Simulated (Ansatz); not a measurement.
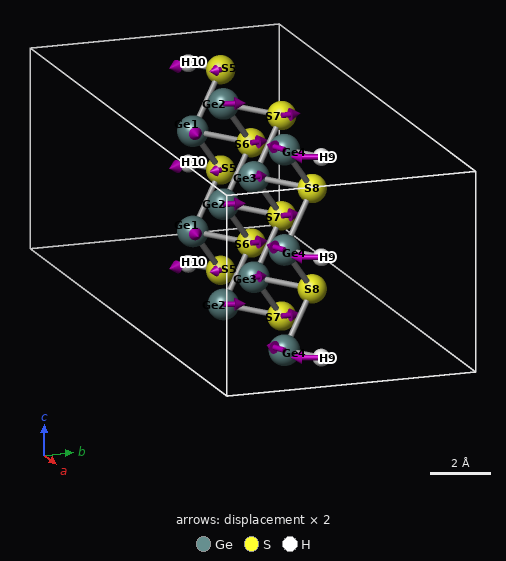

This is a relaxation of a wire of composition Ge$_{2}$HS$_{2}$. The starting structure is drawn; purple arrows show the displacements (the part carried along by the change of the cell is left out), magnified 2 times.

The picture is a ball-and-stick view of the 2 repeat of the cell, with the vacuum cut short, seen slightly off an axis.

Case: zigzag ribbon, 4 formula units a period, edges capped with H, edge spins opposed.

All numbers below come from DFT PBE, scalar-relativistic, plane waves, PAW in Ansatz. Set-up: plane-wave cutoff 420 eV; k-point mesh 1 × 1 × 15; occupations gaussian; smearing width 0.05 eV; collinear spin; cell relaxed at fixed a, b, alpha, beta, gamma; force threshold 0.02 eV/Å; at most 45 steps.

Question: What did the optimiser do to the structure, and how much energy did it gain?

Answer: Over 16 accepted moves (18 points after the start) the energy falls by 0.223 eV per cell of the calculation. The largest force component goes from 0.85 to 0.0094 eV/Å. The line search rejected the trial step at point 10 of the run. The SCF was repeated once at an unchanged geometry on a basis and grid sized afresh for the cell, which shifted the energy by 1.1 meV per cell of the calculation at most. H9 moves most relative to the centre of the atoms: 0.52 Å. By element the largest moves are H 0.52 Å, Ge 0.44 Å, S 0.34 Å. Along the periodic axis the drawn cell goes c 6.989 → 7.142 Å (+2.2 %). Near-neighbour distances that change, for instance: Ge2–S7 2.429 → 2.327 Å, Ge1–S6 2.429 → 2.349 Å, Ge3–S7 2.429 → 2.505 Å, Ge1–S5 2.429 → 2.499 Å. Bond angles that change, for instance: Ge3–S8–Ge4 92.0° → 84.6°, Ge1–S6–Ge2 92.0° → 86.5°, S6–Ge2–S7 92.0° → 94.5°. The program noted that the starting moments weren't kept.
